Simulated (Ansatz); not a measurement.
# Geometry relaxation, with input and output: SiC

The run: geometry relaxation of SiC (F-43m, 2 atoms in the cell). Method and program: DFT PBE+D3(BJ), scalar-relativistic, plane waves, PAW, PAW set soft_1, no spin polarisation (Ansatz 0.2.0).

The structure derives from an entry of the Crystallography Open Database.

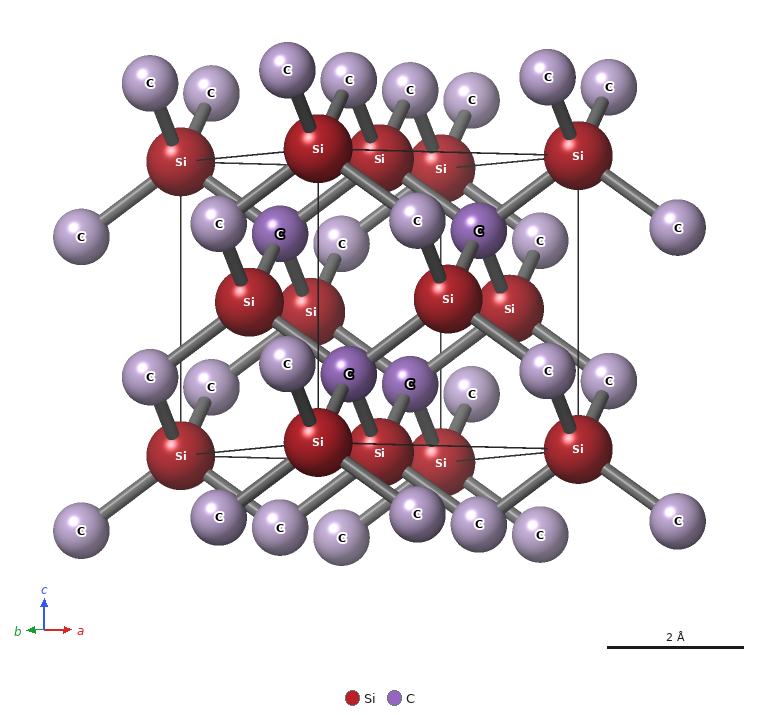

Figure 1. The structure as given in the input (ball-and-stick view of the cell 4 times as large as that of the calculation, set on its symmetry axes, seen at an oblique angle; neighbours outside the cell are drawn fainter). An atom can appear more than once, as a periodic image.

Results in brief

- outcome: converged
- space group (tolerance 0.01 Å): F-43m (216)
- electrons treated: 8
- free energy: −887.7628 eV
- Fermi energy: 10.239 eV
- gap on the k-point mesh: 1.35 eV
- pressure: 0.00 GPa
- final volume: 20.56 Å³
- largest force (length of the vector) at the end: under 0.001 eV/Å
- final cell: a = 3.075 Å, b = 3.075 Å, c = 3.075 Å, α = 60.00°, β = 60.00°, γ = 60.00°
- hardware: 4 threads of Arm Neoverse V1, 24 GiB of memory available, shared host
- wall time: 2.4 s (CPU time 8.3 s)
- peak memory: 0.29 GiB

Input file
```yaml
crystal:
  lattice:
    - [0.0, 2.174, 2.174]
    - [2.174, 0.0, 2.174]
    - [2.174, 2.174, 0.0]
  atoms:
    - { symbol: Si, position: [0.0, 0.0, 0.0] }
    - { symbol: C, position: [0.75, 0.75, 0.75] }
basis:
  ecutwfc: 420
kpoints:
  mp_grid: { grid: [12, 12, 12] }
hamiltonian:
  xc: pbe
  pseudopotentials: { kind: paw, azcp: { folder: soft_1 } }
  dispersion: d3bj
scf:
  occupations: { method: gaussian, width: 0.02 }
output:
  forces: true
  stress: true
  eigenvalues: true
relax:
  adjacent_minimum: "off"
  f_tol: 0.005
  max_steps: 80
  cell: { stress_tol: 0.05 }
```

Run as:
```bash
ansatz run input.yaml --threads 4 --pin off --max-ram 12288MiB --backend cpu --events-out ev --progress --plain --runs-dir out
```

What the program printed
```
Engine: ansatz 0.2.0, aarch64-unknown-linux-gnu
Pseudopotentials: kind: paw
Pseudopotential: Si, paw, valence charge 4, recommended cutoff 420 eV (normal), [file]
Pseudopotential: C, paw, valence charge 4, recommended cutoff 420 eV (normal), [file]
Functional definition: PBE
  parameter kappa = 0.804
  parameter beta = 0.06672455060314922
  exchange = pbe_x(kappa = kappa, mu = beta*pi^2/3)
  correlation = pbe_c(beta = beta)
Crystal: 2 atoms, lattice volume = 20.550 Å³
Basis set: ecut = 420 eV, 411 PW (Γ), exchange–correlation on 48×48×48 points (8 copies of the dense FFT grid, shifted against one another)
Bands: 8, of which v1, the nominal top of the filled ones, is band 4 counted from 1 (3 counted from 0)
Symmetry: 24 space group operations
Space group: F-43m (ITA 216), of the structure as read, at distance tolerance 2.7e-5 Å
k-points: 72 of 1728 (time reversal used)
Non-local potential: Si, projectors of the file, l = 0: 2, l = 1: 2, l = 2: 1
Non-local potential: C, projectors of the file, l = 0: 2, l = 1: 2, l = 2: 1
PAW form: soft (Blöchl's): semilocal exchange-correlation on the pseudo side does not see the compensation charge
PAW one-centre angular grid: Si, 110 points (default); XC on 64 Gauss nodes
PAW one-centre angular grid: C, 110 points (default); XC on 64 Gauss nodes
Initial density: superposition of atomic densities (chi_scale 0.1, normalization cell, long waves kept (reshape's long-wave potential 0.00 eV rms))
Initial wavefunctions: pseudopotential atomic-orbital guess
Functional: x = pbe(κ = 0.804, μ = 0.2195149727645171), c = pbe(β = 0.06672455060314922)
SCF iter   1: F=—  HF=-889.278805 eV  |F-HF|=—  |Δ(HF+E_count)|=         —  Δρ=1.40e-1  dr2=4.89e0  ethr=3.10e-3  ⟨swp⟩=6.0  Hψ=4895  notcnv=0
preconditioner: auto → none  [insulator: Δε(μ)=3.279 eV  Ē_g=14.810 eV  σ=0.020 eV  W_gap=1.00  n_scr=0 (ndim 8)  ℏωp=23.2 eV  f_vac=0.000  D(μ)=0.00/eV (n_scr^D=0)  ε∞_Penn≈3.4]
SCF iter   2: F=—  HF=-887.840283 eV  |F-HF|=—  |Δ(HF+E_count)|=    1.44e0  Δρ=4.96e-2  dr2=3.13e-1  ethr=3.10e-3  ⟨swp⟩=3.1  Hψ=1991  notcnv=0
SCF iter   3: F=—  HF=-887.764754 eV  |F-HF|=—  |Δ(HF+E_count)|=   7.55e-2  Δρ=1.98e-2  dr2=4.17e-2  ethr=3.10e-3  ⟨swp⟩=2.3  Hψ=1197  notcnv=0
SCF iter   4: F=—  HF=-887.762602 eV  |F-HF|=—  |Δ(HF+E_count)|=   2.15e-3  Δρ=1.43e-3  dr2=2.78e-4  ethr=5.22e-4  ⟨swp⟩=2.0  Hψ=864  notcnv=0
SCF iter   5: F=—  HF=-887.762721 eV  |F-HF|=—  |Δ(HF+E_count)|=   1.18e-4  Δρ=2.17e-4  dr2=3.21e-6  ethr=3.48e-6  ⟨swp⟩=2.3  Hψ=870  notcnv=0
SCF iter   6: F=—  HF=-887.762734 eV  |F-HF|=—  |Δ(HF+E_count)|=   1.37e-5  Δρ=5.02e-5  dr2=2.53e-7  ethr=1.25e-9  ⟨swp⟩=7.1  Hψ=3455  notcnv=0
SCF iter   7: F=-887.762734 eV  HF=-887.762734 eV  |F-HF|=1.64e-10  |Δ(HF+E_count)|=   6.74e-8  Δρ=5.41e-6  dr2=2.93e-9  ethr=1.25e-9  ⟨swp⟩=4.0  Hψ=1727  notcnv=0
SCF 1 converged in 7 iterations: F = -887.762734 eV  dr2 = 2.93e-9
  greatest PAW one-centre occupation: 0.648 electrons in one spin orbital (limit 2), on the C atom at site 1 (counted from 0), in its partial waves of l = 0
relax step   1: F+E_penalty+E_count = -887.76273429 eV  Δ(F+E_penalty+E_count) = +0.000e0 eV  max|allowed force component| = 3.516e-16 eV/Å  Δτ_max = 0.0000 Å  P = +0.113 GPa  Ω = 20.550 Å³  (7 SCF iters, dr2 threshold 1.00e-7 eV, accepted)
Crystal: 2 atoms, lattice volume = 20.555 Å³
Initial density: handed on by an earlier stage of this run
Initial wavefunctions: those handed on with the density
iter 1 solved again at ethr=1.43e-8 eV; its pass at ethr=3.10e-3 eV (dr2=1.14e-6 eV) is discarded
SCF iter   1: F=—  HF=-887.762725 eV  |F-HF|=—  |Δ(HF+E_count)|=         —  Δρ=6.62e-5  dr2=1.11e-6  ethr=1.43e-8  ⟨swp⟩=1.0  Hψ=5011  notcnv=0
preconditioner: auto → none  [insulator: Δε(μ)=1.353 eV  Ē_g=14.107 eV  σ=0.020 eV  W_gap=1.00  n_scr=0 (ndim 8)  ℏωp=23.2 eV  f_vac=0.000  D(μ)=0.00/eV (n_scr^D=0)  ε∞_Penn≈3.7]
SCF iter   2: F=—  HF=-887.762732 eV  |F-HF|=—  |Δ(HF+E_count)|=   7.23e-6  Δρ=1.67e-5  dr2=4.82e-8  ethr=1.39e-8  ⟨swp⟩=2.4  Hψ=831  notcnv=0
SCF iter   3: F=-887.762732 eV  HF=-887.762732 eV  |F-HF|=8.26e-10  |Δ(HF+E_count)|=   1.53e-8  Δρ=4.72e-6  dr2=3.89e-9  ethr=4.02e-10  ⟨swp⟩=4.0  Hψ=1746  notcnv=0
SCF 2 converged in 3 iterations: F = -887.762732 eV  dr2 = 3.89e-9
relax step   2: F+E_penalty+E_count = -887.76273223 eV  Δ(F+E_penalty+E_count) = +2.053e-6 eV  max|allowed force component| = 6.708e-17 eV/Å  Δτ_max = 0.0000 Å  P = +0.054 GPa  Ω = 20.555 Å³  energy of the carried Pulay correction = -4.899e-6 eV  (3 SCF iters, dr2 threshold 3.21e-8 eV, accepted)
Crystal: 2 atoms, lattice volume = 20.560 Å³
iter 1 solved again at ethr=1.24e-8 eV; its pass at ethr=3.10e-3 eV (dr2=9.93e-7 eV) is discarded
SCF iter   1: F=—  HF=-887.762721 eV  |F-HF|=—  |Δ(HF+E_count)|=         —  Δρ=6.08e-5  dr2=9.68e-7  ethr=1.24e-8  ⟨swp⟩=1.0  Hψ=5011  notcnv=0
preconditioner: auto → none  [insulator: Δε(μ)=1.353 eV  Ē_g=14.105 eV  σ=0.020 eV  W_gap=1.00  n_scr=0 (ndim 8)  ℏωp=23.2 eV  f_vac=0.000  D(μ)=0.00/eV (n_scr^D=0)  ε∞_Penn≈3.7]
SCF iter   2: F=—  HF=-887.762729 eV  |F-HF|=—  |Δ(HF+E_count)|=   7.28e-6  Δρ=1.74e-5  dr2=4.86e-8  ethr=1.21e-8  ⟨swp⟩=2.5  Hψ=836  notcnv=0
SCF iter   3: F=-887.762729 eV  HF=-887.762729 eV  |F-HF|=9.94e-10  |Δ(HF+E_count)|=   1.38e-8  Δρ=5.89e-6  dr2=6.11e-9  ethr=9.14e-11  ⟨swp⟩=4.5  Hψ=1813  notcnv=0
SCF 3 converged in 3 iterations: F = -887.762729 eV  dr2 = 6.11e-9
relax step   3: F+E_penalty+E_count = -887.76272860 eV  Δ(F+E_penalty+E_count) = +3.634e-6 eV  max|allowed force component| = 1.180e-16 eV/Å  Δτ_max = 0.0000 Å  P = +0.000 GPa  Ω = 20.560 Å³  energy of the carried Pulay correction = -9.366e-6 eV  (3 SCF iters, dr2 threshold 7.31e-9 eV, accepted)
Initial wavefunctions: pseudopotential atomic-orbital guess (no wavefunctions were taken with the density)
iter 1 solved again at ethr=6.11e-8 eV; its pass at ethr=3.10e-3 eV (dr2=4.89e-6 eV) is discarded
SCF iter   1: F=—  HF=-887.762744 eV  |F-HF|=—  |Δ(HF+E_count)|=         —  Δρ=7.03e-6  dr2=6.47e-9  ethr=6.11e-8  ⟨swp⟩=3.0  Hψ=6783  notcnv=0
preconditioner: auto → none  [insulator: Δε(μ)=1.354 eV  Ē_g=14.105 eV  σ=0.020 eV  W_gap=1.00  n_scr=0 (ndim 8)  ℏωp=23.2 eV  f_vac=0.000  D(μ)=0.00/eV (n_scr^D=0)  ε∞_Penn≈3.7]
SCF iter   2: F=—  HF=-887.762752 eV  |F-HF|=—  |Δ(HF+E_count)|=   8.31e-6  Δρ=3.54e-6  dr2=1.45e-9  ethr=8.09e-11  ⟨swp⟩=2.4  Hψ=848  notcnv=0
SCF iter   3: F=—  HF=-887.762752 eV  |F-HF|=—  |Δ(HF+E_count)|=  4.66e-10  Δρ=1.32e-6  dr2=4.14e-10  ethr=1.81e-11  ⟨swp⟩=2.2  Hψ=817  notcnv=0
SCF iter   4: F=-887.762752 eV  HF=-887.762752 eV  |F-HF|=5.00e-12  |Δ(HF+E_count)|=  1.23e-10  Δρ=2.92e-7  dr2=1.44e-11  ethr=1.00e-12  ⟨swp⟩=4.2  Hψ=2558  notcnv=0
SCF 4 converged in 4 iterations: F = -887.762752 eV  dr2 = 1.44e-11
relax step   4: F+E_penalty+E_count = -887.76275186 eV  Δ(F+E_penalty+E_count) = -2.326e-5 eV  max|allowed force component| = 1.203e-16 eV/Å  Δτ_max = 0.0000 Å  P = +0.001 GPa  Ω = 20.560 Å³  stress off target by 1.05e-3 GPa  SCF on the basis re-selected at this cell (its energy is not comparable with the rows above)  (4 SCF iters)
```

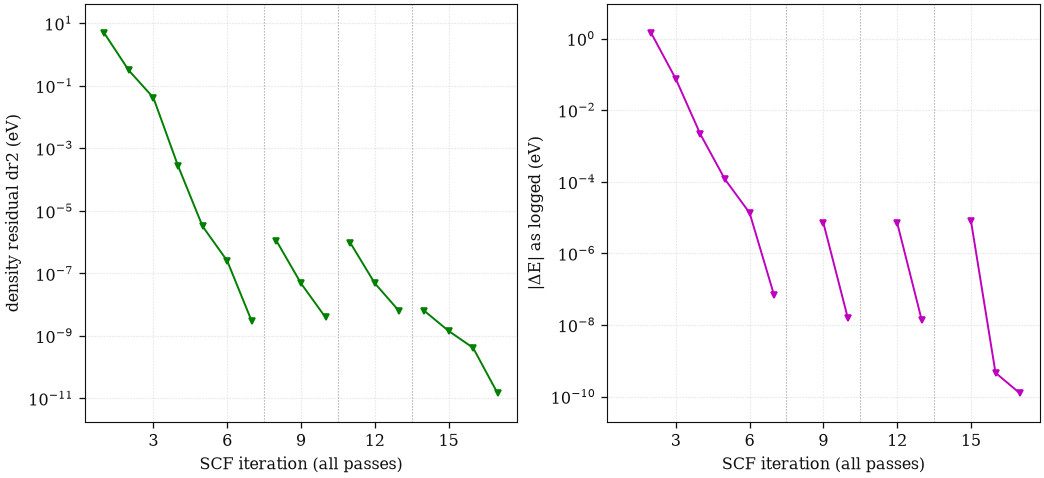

Figure 2. Convergence of the self-consistent field: density residual dr2 and size of the energy change against the SCF iteration. The dotted lines part the SCF passes of the relaxation: geometry steps, rejected trials and re-solves on a re-selected basis. The passes take 7, 3, 3 and 4 iterations.

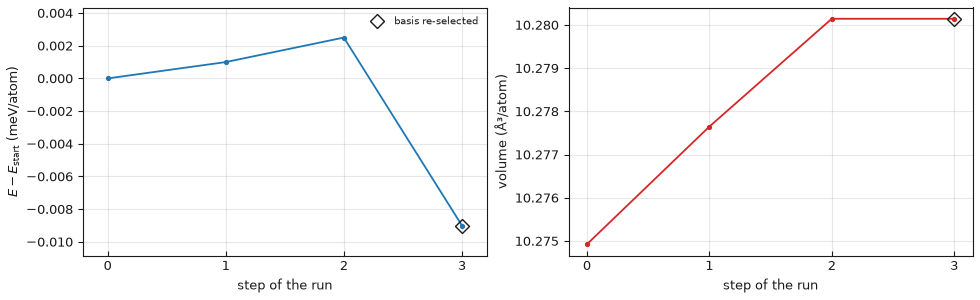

Figure 3. Progress of the relaxation, step by step (the first geometry is step 0 here and step 1 in the log). The energy rises by next to nothing (0.0 meV per atom) in 2 geometry steps. All forces vanish by symmetry, so only the cell relaxes. The pressure goes from 0.11 to 0.00 GPa. The atoms keep their places (all moves are under 0.005 Å). The cell doesn't change. The space group stays F-43m (No. 216). A last SCF at the same geometry on a re-selected plane-wave basis shifts the energy by next to nothing (0.0 meV per atom).

```
basis re-selected at this cell: Δ(F+E_penalty+E_count) = -2.326e-5 eV, ΔP = +0.001 GPa vs the last step (what re-selecting the basis moved, of the pressure what is left beyond the Pulay correction that the steps carried, after the strain that the cell walked since its last selection, with what the two solves' SCF thresholds leave and, on support functions, any second-order correction that the steps lacked; it is no measure of the basis error at this ecutwfc). This SCF's stress stands 1.05e-3 GPa from its target on what of the cell is left free (relax.cell.stress_tol is 5.00e-2 GPa) and its largest allowed force component is 1.20e-16 eV/Å (relax.f_tol is 5.00e-3 eV/Å): within both
SCF converged after 4 iterations
Free energy (F): -887.762752 eV
Harris-Foulkes:  -887.762752 eV  (|F-HF|=5.00e-12)
Internal energy: -887.762752 eV  (E = F + TS)
E sigma→0 (E₀):  -887.762752 eV
Fermi energy:    10.239205 eV
--- Per-component energies (eV) ---
  E_band       = 29.194771
  E_kinetic    = 133.698395
  E_local      = -95.006069  (includes V_loc(G=0)·N_el)
  E_nonlocal   = 45.226287
  E_hartree    = 31.763472
  E_xc         = -105.781295
  E_vxc        = -108.841336  (∫ρ·V_xc dr)
  E_paw        = -611.666909  (= ΣΔE_a)
  E_vpaw       = -9.409523  (= ΣTr[D̂ρ^β])
  E_aug_tail   = 0.000053  (compensation charges beyond the density's cutoff)
  E_ewald      = -285.390476
  E_disp       = -0.606210  (pairwise vdW)
  E_smearing   = -0.000000  (= −TS)
  E_closure    = 0.000000  (closes the sum)
  Σ components = -887.762752   (vs F -887.762752, Δ=0.00e0)
--- Forces (eV/Å), atoms counted from 1 ---
  atom   1  Si    -0.00000000     0.00000000     0.00000000
  atom   2  C      0.00000000    -0.00000000    -0.00000000
  max |Σ_I F_I| component: 1.11e-16 eV/Å
--- Stress (GPa, compression-positive) ---
        0.001052       0.000000      -0.000000
        0.000000       0.001052       0.000000
        0.000000       0.000000       0.001052
  P = ⅓ Tr σ = 0.0011 GPa (0.011 kbar)
--- Band table (eV; the first three rows and the last of 72) ---
  k-point 0: bands = ["-5.8960", "9.5621", "9.5621", "9.5621", "15.8416", "16.9126", "16.9126", "16.9126"]
  k-point 1: bands = ["-5.7596", "8.8345", "9.4670", "9.4670", "16.0798", "17.0671", "17.0887", "17.0887"]
  k-point 2: bands = ["-5.3542", "7.1861", "9.2314", "9.2314", "15.9499", "17.4301", "17.4301", "17.9590"]
  k-point 71: bands = ["-0.6135", "2.5270", "4.5428", "4.8480", "14.7788", "19.0456", "19.0841", "19.3624"]
--- Relaxed structure (3 steps of the walk, 3 accepted, 1 SCFs on fresh bases) ---
  F+E_penalty+E_count = -887.76275186 eV   max|allowed force component| = 1.203e-16 eV/Å   (the final SCF, on the basis selected at the relaxed cell)
  cell:  # Å, volume = 20.5603 Å³
    - [1.3375351586350924e-34, 2.174367786120485, 2.174367786120485]
    - [2.174367786120485, 1.8916568672124876e-33, 2.174367786120485]
    - [2.174367786120485, 2.174367786120485, 1.8598107920068903e-33]
  atoms:
    - { symbol: Si, position: [1.6610481351085866e-34, -2.177818666031258e-34, -1.3657506888670603e-34] }
    - { symbol: C, position: [0.7500000000000001, 0.7500000000000001, 0.7500000000000001] }
```

Trajectory as extended XYZ (Å, eV, eV/Å), 4 frames, from step=1 to step=4
```
2
Lattice="0.0000 2.1740 2.1740 2.1740 0.0000 2.1740 2.1740 2.1740 0.0000" Properties=species:S:1:pos:R:3:forces:R:3 step=1 energy=-887.76273 pressure_GPa=0.11
Si    0.0000    0.0000    0.0000    0.0000   0.0000   0.0000
C     3.2610    3.2610    3.2610    0.0000   0.0000   0.0000
2
Lattice="0.0000 2.1742 2.1742 2.1742 0.0000 2.1742 2.1742 2.1742 0.0000" Properties=species:S:1:pos:R:3:forces:R:3 step=2 energy=-887.76273 pressure_GPa=0.05
Si    0.0000    0.0000    0.0000    0.0000   0.0000   0.0000
C     3.2613    3.2613    3.2613    0.0000   0.0000   0.0000
2
Lattice="0.0000 2.1744 2.1744 2.1744 0.0000 2.1744 2.1744 2.1744 0.0000" Properties=species:S:1:pos:R:3:forces:R:3 step=3 energy=-887.76273 pressure_GPa=0.00
Si    0.0000    0.0000    0.0000    0.0000   0.0000   0.0000
C     3.2616    3.2616    3.2616    0.0000   0.0000   0.0000
2
Lattice="0.0000 2.1744 2.1744 2.1744 0.0000 2.1744 2.1744 2.1744 0.0000" Properties=species:S:1:pos:R:3:forces:R:3 step=4 energy=-887.76275 pressure_GPa=0.00
Si    0.0000    0.0000    0.0000    0.0000   0.0000   0.0000
C     3.2616    3.2616    3.2616    0.0000   0.0000   0.0000
```

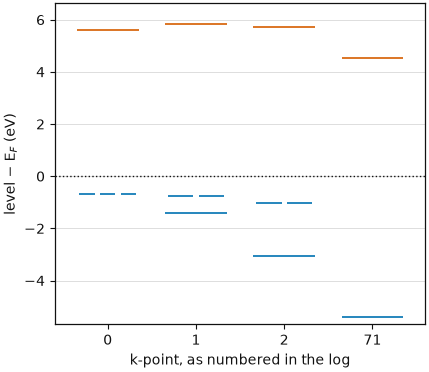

Figure 4. Kohn–Sham levels near the Fermi level (dotted) at the few k-points that the log prints; levels within 0.02 eV of each other stand side by side. Among these points the highest filled and lowest empty levels are 5.22 eV apart; the gap on the full mesh, 1.35 eV, has an edge at a point that isn't printed.
